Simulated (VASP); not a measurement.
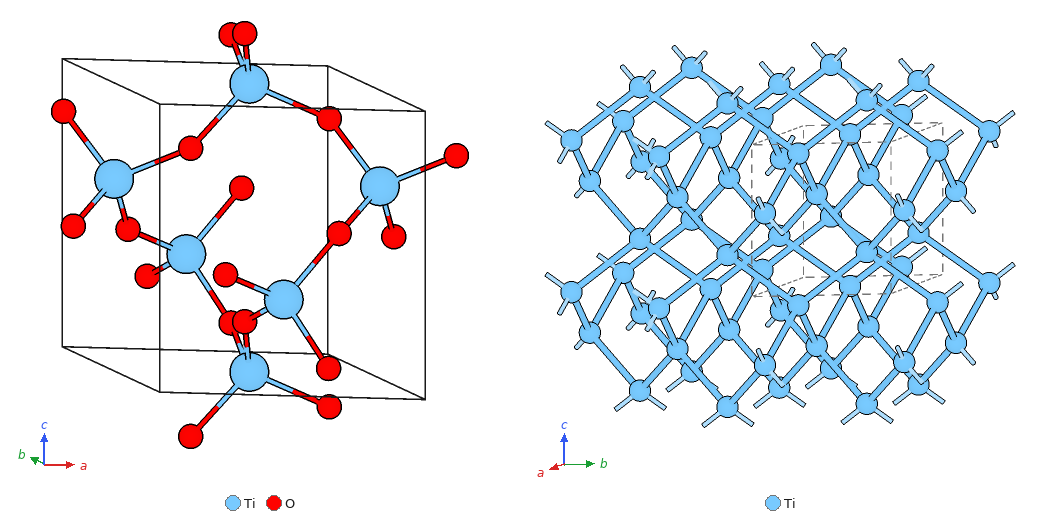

Left: the structure. Right: its underlying net. Nodes are coloured by element. Edges to nodes outside the piece are drawn as stubs.

The compound is TiO₂ (space group P3_121, No. 152), taken as a cell listed in the Materials Project, as set up for an electronic-structure calculation.

Bonds are taken as O–Ti below 2 Å; no other contact counts. The graph is simplified in the usual way: terminal and isolated atoms are pruned, two-connected atoms become edges.

The result is a uninodal 4-connected, three-periodic net: Ti is a 4-connected node. O becomes part of the edges. It is the qtz net, known from quartz. It is a single net, without interpenetration.

| node | links | point symbol | coordination sequence |
| --- | --- | --- | --- |
| Ti | 4 | 6⁴·8² | 4 12 30 52 80 116 |
